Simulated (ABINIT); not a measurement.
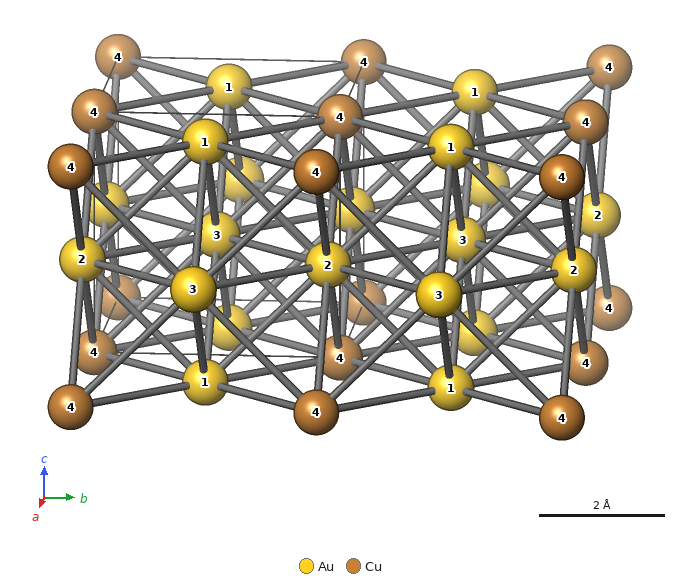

*The starting structure (ball-and-stick view of the cell of the calculation, repeated 2 × 2 × 1, seen at an oblique angle; atoms are numbered from 1 in the order of the input). An atom can appear more than once, as a periodic image.*

CuAu₃: geometry relaxation (part 1 of 2)

- system: CuAu₃ (4 atoms in the cell)
- method: Kohn-Sham DFT of a periodic cell, PBEsol, PseudoDojo NC SR PBEsol v0.4.1 standard, no spin polarisation (ABINIT 10.8.3)

The structure derives from an entry of the Crystallography Open Database.

### The input
```
# Pseudopotentials
pp_dirpath "./"
pseudos "Au.upf, Cu.upf"

# Structure
acell 3*1.0 Angstrom
rprim
     3.9800000000     0.0000000000     0.0000000000
     0.0000000000     3.9800000000     0.0000000000
     0.0000000000     0.0000000000     3.9800000000
ntypat 2
znucl 79 29
natom 4
typat 1 1 1 2
chkprim 0
chksymtnons 0
tolsym 1.0e-6
xred
            1/2            1/2            0.0
            1/2            0.0            1/2
            0.0            1/2            1/2
            0.0            0.0            0.0

# Plane-wave basis
ecut 46.0
ecutsm 0.5

# k points
kptopt 1
ngkpt 5 5 5
nshiftk 1
shiftk 0.0 0.0 0.0

# Exchange and correlation
ixc -116133

# Bands and occupations
nband 46
occopt 3
tsmear 0.05 eV

# SCF cycle
nstep 80
tolvrs 1.0e-12

# Output
iomode 3
prteig 0
prtebands 0
prtwf 0
prtden 0

# Relaxation
ionmov 2
optcell 2
ntime 50
tolmxf 2.0e-5
dilatmx 1.08
```

Machine: 4 threads of Arm Neoverse N1, 98 GiB of memory available, shared host.

Run as:
```bash
mpirun --bind-to none -np 4 abinit run.abi > log 2>&1
```

### The program's output
```
.Version 10.8.3 of ABINIT
 Symmetries : space group Pm -3 m (#221); Bravais cP (primitive cubic)
================================================================================
 Values of the parameters that define the memory need of the present run
     intxc =       0    ionmov =       2      iscf =       7    lmnmax =       7
     lnmax =       7     mgfft =      50  mpssoang =       4    mqgrid =    3001
     natom =       4  nloc_mem =       1    nspden =       1   nspinor =       1
    nsppol =       1      nsym =      48    n1xccc =    2501    ntypat =       2
    occopt =       3   xclevel =       2
       mpw =        8017          nfft =      125000          nkpt =          10
================================================================================
================================================================================

--------------------------------------------------------------------------------
------------- Echo of variables that govern the present computation ------------
--------------------------------------------------------------------------------
 -outvars: echo values of preprocessed input variables --------
            acell      1.8897261259E+00  1.8897261259E+00  1.8897261259E+00 Bohr
              amu      1.96966540E+02  6.35460000E+01
          chkprim           0
      chksymtnons           0
          dilatmx      1.08000000E+00
             ecut      4.60000000E+01 Hartree
           ecutsm      5.00000000E-01 Hartree
           ionmov           2
              ixc     -116133
         kptrlatt        5    0    0      0    5    0      0    0    5
          kptrlen      3.76055499E+01
            natom           4
            nband          46
            ngfft          50      50      50
             nkpt          10
            nstep          80
             nsym          48
            ntime          50
           ntypat           2
           occopt           3
          optcell           2
           prtden           0
        prtebands           0
           prteig           0
            prtwf           0
            rprim      3.9800000000E+00  0.0000000000E+00  0.0000000000E+00
                       0.0000000000E+00  3.9800000000E+00  0.0000000000E+00
                       0.0000000000E+00  0.0000000000E+00  3.9800000000E+00
          spgroup         221
           tolmxf      2.00000000E-05
           tolsym      1.00000000E-06
           tolvrs      1.00000000E-12
           tsmear      1.83746611E-03 Hartree
            typat      1  1  1  2
           xangst      1.9900000000E+00  1.9900000000E+00  0.0000000000E+00
                       1.9900000000E+00  0.0000000000E+00  1.9900000000E+00
                       0.0000000000E+00  1.9900000000E+00  1.9900000000E+00
                       0.0000000000E+00  0.0000000000E+00  0.0000000000E+00
            xcart      3.7605549906E+00  3.7605549906E+00  0.0000000000E+00
                       3.7605549906E+00  0.0000000000E+00  3.7605549906E+00
                       0.0000000000E+00  3.7605549906E+00  3.7605549906E+00
                       0.0000000000E+00  0.0000000000E+00  0.0000000000E+00
             xred      5.0000000000E-01  5.0000000000E-01  0.0000000000E+00
                       5.0000000000E-01  0.0000000000E+00  5.0000000000E-01
                       0.0000000000E+00  5.0000000000E-01  5.0000000000E-01
                       0.0000000000E+00  0.0000000000E+00  0.0000000000E+00
            znucl       79.00000   29.00000

================================================================================

 chkinp: Checking input parameters for consistency.

================================================================================
== DATASET  1 ==================================================================

--- !DatasetInfo
iteration_state: {dtset: 1, }
dimensions: {natom: 4, nkpt: 10, mband: 46, nsppol: 1, nspinor: 1, nspden: 1, mpw: 8017, }
cutoff_energies: {ecut:  46.0, pawecutdg:  -1.0, }
electrons: {nelect:   7.60000000E+01, charge:   0.00000000E+00, occopt:   3.00000000E+00, tsmear:   1.83746611E-03, }
meta: {optdriver: 0, ionmov: 2, optcell: 2, iscf: 7, paral_kgb: 0, }
...

 Real(R)+Recip(G) space primitive vectors, cartesian coordinates (Bohr,Bohr^-1):
 R(1)=  7.5211100  0.0000000  0.0000000  G(1)=  0.1329591  0.0000000  0.0000000
 R(2)=  0.0000000  7.5211100  0.0000000  G(2)=  0.0000000  0.1329591  0.0000000
 R(3)=  0.0000000  0.0000000  7.5211100  G(3)=  0.0000000  0.0000000  0.1329591
 Unit cell volume ucvol=  4.2544735E+02 bohr^3
 Angles (23,13,12)=  9.00000000E+01  9.00000000E+01  9.00000000E+01 degrees

 getcut: wavevector=  0.0000  0.0000  0.0000  ngfft=  50  50  50
         ecut(hartree)=     53.654   => boxcut(ratio)=   2.01614

--- Pseudopotential description ------------------------------------------------
- pspini: atom type   1  psp file is ./Au.upf
  79.00000  19.00000  180301                  znucl, zion, pspdat
12 -116133 3 -1 1340                          pspcod,pspxc,lmax,lloc,mmax
     nproj     2     2     2     1

- pspini: atom type   2  psp file is ./Cu.upf
  29.00000  19.00000  180301                  znucl, zion, pspdat
12 -116133 2 -1 1492                          pspcod,pspxc,lmax,lloc,mmax
     nproj     2     2     2     0

   8.99024935E+03                                ecore*ucvol(ha*bohr**3)
--------------------------------------------------------------------------------

================================================================================

=== [ionmov= 2] Broyden-Fletcher-Goldfarb-Shanno method (forces)
================================================================================

--- Iteration: ( 1/50) Internal Cycle: (1/1)
--------------------------------------------------------------------------------

---SELF-CONSISTENT-FIELD CONVERGENCE--------------------------------------------

--- !BeginCycle
iteration_state: {dtset: 1, itime: 1, icycle: 1, }
solver: {iscf: 7, nstep: 80, nline: 4, wfoptalg: 0, }
tolerances: {tolvrs: 1.00E-12, }
...

     iter   Etot(hartree)      deltaE(h)  residm     vres2
 ETOT  1  -629.43098064022    -6.294E+02 3.260E-01 7.440E+03
 ETOT  2  -629.27708043296     1.539E-01 2.451E-02 1.903E+04
 ETOT  3  -631.29539965989    -2.018E+00 1.410E-02 3.447E+03
 ETOT  4  -631.55109962628    -2.557E-01 9.049E-03 1.353E+03
 ETOT  5  -631.38219287824     1.689E-01 1.855E-03 2.874E+03
 ETOT  6  -631.72033088464    -3.381E-01 9.822E-03 2.303E+01
 ETOT  7  -631.72384936893    -3.518E-03 5.498E-04 2.395E-02
 ETOT  8  -631.72385411880    -4.750E-06 5.253E-04 1.580E-03
 ETOT  9  -631.72384243593     1.168E-05 1.935E-04 8.365E-02
 ETOT 10  -631.72384484503    -2.409E-06 1.958E-04 6.996E-02
 ETOT 11  -631.72385383499    -8.990E-06 6.266E-05 5.711E-03
 ETOT 12  -631.72385462394    -7.890E-07 5.925E-05 1.131E-04
 ETOT 13  -631.72385463968    -1.574E-08 2.843E-05 8.439E-07
 ETOT 14  -631.72385463977    -9.345E-11 1.776E-05 1.384E-08
 ETOT 15  -631.72385463975     2.285E-11 2.598E-05 1.966E-10
 ETOT 16  -631.72385463979    -4.604E-11 1.626E-05 7.238E-12
 ETOT 17  -631.72385463975     4.377E-11 2.367E-05 1.267E-12
 ETOT 18  -631.72385463978    -3.195E-11 1.476E-05 2.269E-14

 At SCF step   18       vres2   =  2.27E-14 < tolvrs=  1.00E-12 =>converged.

 Cartesian components of stress tensor (hartree/bohr^3)
  sigma(1 1)=  2.96701480E-05  sigma(3 2)=  0.00000000E+00
  sigma(2 2)=  2.96701480E-05  sigma(3 1)=  0.00000000E+00
  sigma(3 3)=  2.96701480E-05  sigma(2 1)=  0.00000000E+00

--- !ResultsGS
iteration_state: {dtset: 1, itime: 1, icycle: 1, }
comment   : Summary of ground state results
lattice_vectors:
- [  7.5211100,   0.0000000,   0.0000000, ]
- [  0.0000000,   7.5211100,   0.0000000, ]
- [  0.0000000,   0.0000000,   7.5211100, ]
lattice_lengths: [   7.52111,    7.52111,    7.52111, ]
lattice_angles: [ 90.000,  90.000,  90.000, ] # degrees, (23, 13, 12)
lattice_volume:   4.2544735E+02
convergence: {deltae: -3.195E-11, res2:  2.269E-14, residm:  1.476E-05, diffor: null, }
etotal    :  -6.31723855E+02
entropy   :   0.00000000E+00
fermie    :   4.54422951E-01
cartesian_stress_tensor: # hartree/bohr^3
- [  2.96701480E-05,   0.00000000E+00,   0.00000000E+00, ]
- [  0.00000000E+00,   2.96701480E-05,   0.00000000E+00, ]
- [  0.00000000E+00,   0.00000000E+00,   2.96701480E-05, ]
pressure_GPa:  -8.7293E-01
xred      :
- [  5.0000E-01,   5.0000E-01,   0.0000E+00, Au]
- [  5.0000E-01,   0.0000E+00,   5.0000E-01, Au]
- [  0.0000E+00,   5.0000E-01,   5.0000E-01, Au]
- [  0.0000E+00,   0.0000E+00,   0.0000E+00, Cu]
cartesian_forces: # hartree/bohr
- [ -0.00000000E+00,  -0.00000000E+00,  -0.00000000E+00, ]
- [ -0.00000000E+00,  -0.00000000E+00,  -0.00000000E+00, ]
- [ -0.00000000E+00,  -0.00000000E+00,  -0.00000000E+00, ]
- [ -0.00000000E+00,  -0.00000000E+00,  -0.00000000E+00, ]
force_length_stats: {min:   0.00000000E+00, max:   0.00000000E+00, mean:   0.00000000E+00, }
...

 Integrated electronic density in atomic spheres:
 ------------------------------------------------
 Atom  Sphere_radius  Integrated_density
    1        2.00000         15.54721752
    2        2.00000         15.54721752
    3        2.00000         15.54721752
    4        2.00000         17.28845549

---OUTPUT-----------------------------------------------------------------------

 Cartesian coordinates (xcart) [bohr]
  3.76055499055649E+00  3.76055499055649E+00  0.00000000000000E+00
  3.76055499055649E+00  0.00000000000000E+00  3.76055499055649E+00
  0.00000000000000E+00  3.76055499055649E+00  3.76055499055649E+00
  0.00000000000000E+00  0.00000000000000E+00  0.00000000000000E+00
 Reduced coordinates (xred)
  5.00000000000000E-01  5.00000000000000E-01  0.00000000000000E+00
  5.00000000000000E-01  0.00000000000000E+00  5.00000000000000E-01
  0.00000000000000E+00  5.00000000000000E-01  5.00000000000000E-01
  0.00000000000000E+00  0.00000000000000E+00  0.00000000000000E+00
 Cartesian forces (fcart) [Ha/bohr]; max,rms= 0.00000E+00 0.00000E+00 (free atoms)
 -0.00000000000000E+00 -0.00000000000000E+00 -0.00000000000000E+00
 -0.00000000000000E+00 -0.00000000000000E+00 -0.00000000000000E+00
 -0.00000000000000E+00 -0.00000000000000E+00 -0.00000000000000E+00
 -0.00000000000000E+00 -0.00000000000000E+00 -0.00000000000000E+00
 Gradient of E wrt nuclear positions in reduced coordinates (gred)
  0.00000000000000E+00  0.00000000000000E+00  0.00000000000000E+00
  0.00000000000000E+00  0.00000000000000E+00  0.00000000000000E+00
  0.00000000000000E+00  0.00000000000000E+00  0.00000000000000E+00
  0.00000000000000E+00  0.00000000000000E+00  0.00000000000000E+00
 Scale of Primitive Cell (acell) [bohr]
  1.88972612590778E+00  1.88972612590778E+00  1.88972612590778E+00
 Real space primitive translations (rprimd) [bohr]
  7.52110998111297E+00  0.00000000000000E+00  0.00000000000000E+00
  0.00000000000000E+00  7.52110998111297E+00  0.00000000000000E+00
  0.00000000000000E+00  0.00000000000000E+00  7.52110998111297E+00
 Unitary Cell Volume (ucvol) [Bohr^3]=  4.25447345424391E+02
 Angles (23,13,12)= [degrees]
  9.00000000000000E+01  9.00000000000000E+01  9.00000000000000E+01
 Lengths [Bohr]
  7.52110998111297E+00  7.52110998111297E+00  7.52110998111297E+00
 Stress tensor in cartesian coordinates (strten) [Ha/bohr^3]
  2.96701480105299E-05  0.00000000000000E+00  0.00000000000000E+00
  0.00000000000000E+00  2.96701480105507E-05  0.00000000000000E+00
  0.00000000000000E+00  0.00000000000000E+00  2.96701480105230E-05
 Total energy (etotal) [Ha]= -6.31723854639780E+02

--- Iteration: ( 2/50) Internal Cycle: (1/1)
--------------------------------------------------------------------------------

---SELF-CONSISTENT-FIELD CONVERGENCE--------------------------------------------

--- !BeginCycle
iteration_state: {dtset: 1, itime: 2, icycle: 1, }
solver: {iscf: 7, nstep: 80, nline: 4, wfoptalg: 0, }
tolerances: {tolvrs: 1.00E-12, }
...

     iter   Etot(hartree)      deltaE(h)  residm     vres2
 ETOT  1  -631.72050749317    -6.317E+02 1.269E-04 1.675E+01
 ETOT  2  -631.67998333883     4.052E-02 5.774E-05 2.468E+02
 ETOT  3  -631.72299820202    -4.301E-02 2.499E-04 6.833E+00
 ETOT  4  -631.72370165828    -7.035E-04 1.452E-05 1.239E+00
 ETOT  5  -631.72385745828    -1.558E-04 1.611E-05 1.605E-01
 ETOT  6  -631.72387994009    -2.248E-05 1.127E-05 8.771E-04
 ETOT  7  -631.72388005990    -1.198E-07 1.073E-05 1.083E-05
 ETOT  8  -631.72388006141    -1.505E-09 9.415E-06 4.070E-09
 ETOT  9  -631.72388006146    -4.695E-11 8.972E-06 4.732E-08
 ETOT 10  -631.72388006145     1.000E-11 8.041E-06 1.291E-10
 ETOT 11  -631.72388006146    -1.421E-11 7.581E-06 1.314E-13

 At SCF step   11       vres2   =  1.31E-13 < tolvrs=  1.00E-12 =>converged.

 Cartesian components of stress tensor (hartree/bohr^3)
  sigma(1 1)=  1.51204429E-05  sigma(3 2)=  0.00000000E+00
  sigma(2 2)=  1.51204429E-05  sigma(3 1)=  0.00000000E+00
  sigma(3 3)=  1.51204429E-05  sigma(2 1)=  0.00000000E+00
```
